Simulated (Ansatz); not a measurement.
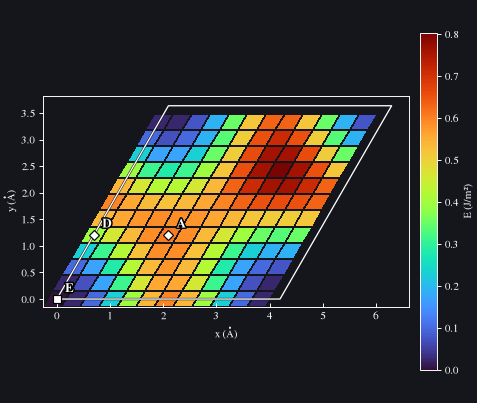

CdS (P6_3mc, No. 186; 8 atoms in the cell). 
- Gamma surface: rigid slide across a plane, one fault a cell; the plane is (0 0 1) of the conventional cell, and the faces at the cut hold Cd and S.
- Places are given modulo a cell vector. The map is drawn in real space over the plane of the slide.
- Nothing is relaxed (rigid halves, spacing across the cut fixed).
- The scan uses a 12 × 12 grid; 31 points were computed and 113 follow by symmetry.
- All energies are given in J/m² relative to the lowest grid point.
- Method: Ansatz, DFT PBE, scalar-relativistic, plane waves, PAW. Settings: cutoff 420 eV, k-mesh 7×7×2 in the order of the run's cell vectors, gaussian smearing 0.05 eV, no spin polarisation.

Drawn: one coloured cell a grid point, the outline of one cell of the plane, lettered points.

**Is E the lowest point of the computed grid?**

Yes. E, at (0/12, 0/12) of the cell vectors, has the lowest energy of the grid.

**What kind of point is each of A, D, E: minimum, saddle, maximum or slope?**

A: maximum; D: on a slope; E: minimum. (In these two coordinates alone; a stationary point may lie a little off the grid point.)

**Rank the lettered points by energy, lowest first.**

E (0.00 J/m²), D (0.40 J/m²), A (0.61 J/m²).
